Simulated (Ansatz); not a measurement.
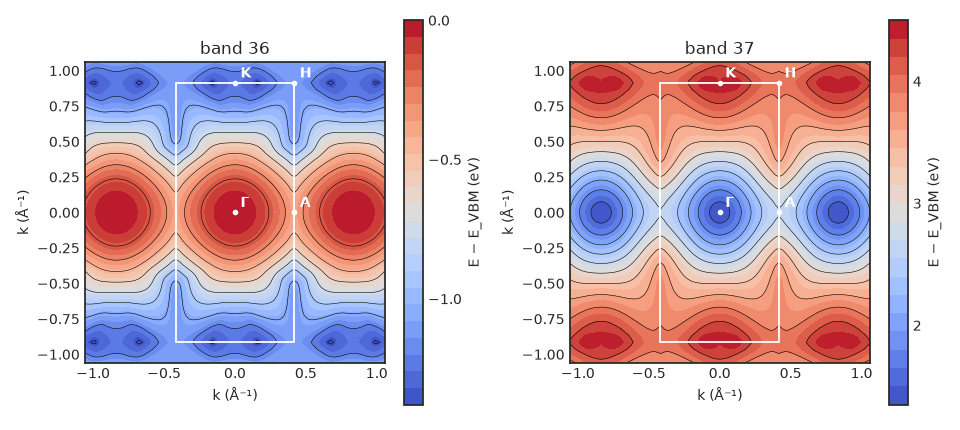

Two bands of AgI (P6_3mc) over the plane through Γ, A and K: the highest mostly filled and the lowest mostly empty one.

These are results of DFT PBE, scalar-relativistic, plane waves, PAW; levels and slopes on a dense k mesh at the converged density (Ansatz 0.2.0), not measurements. No spin polarisation. Mesh 30×30×16, interpolated with the band slopes. Unrelaxed database geometry.

> Give both levels and their distance at the named points.

| point | lower band (eV) | upper band (eV) | distance (eV) |
| --- | --- | --- | --- |
| Γ | 0.00 | 1.38 | 1.38 |
| A | −0.39 | 2.69 | 3.08 |
| K | −1.25 | 4.35 | 5.60 |
| H | −1.13 | 3.93 | 5.06 |

> Where are the band edges of the whole zone?

The valence band has one maximum at Γ, two bands meeting there, with masses of 0.19 and 1.54 mₑ along x, 0.19 and 1.54 mₑ along y and 1.35 mₑ along z; the conduction band has one minimum at Γ, principal masses 0.16, 0.18 and 0.18 mₑ. The gap is direct, 1.38 eV at this level of theory (semilocal functionals give gaps that are too small, and can reorder valleys that lie close).

Spin-orbit coupling, left out here, can change the gap, its kind, the place of the band edges and the masses, since the compound holds Ag and I.
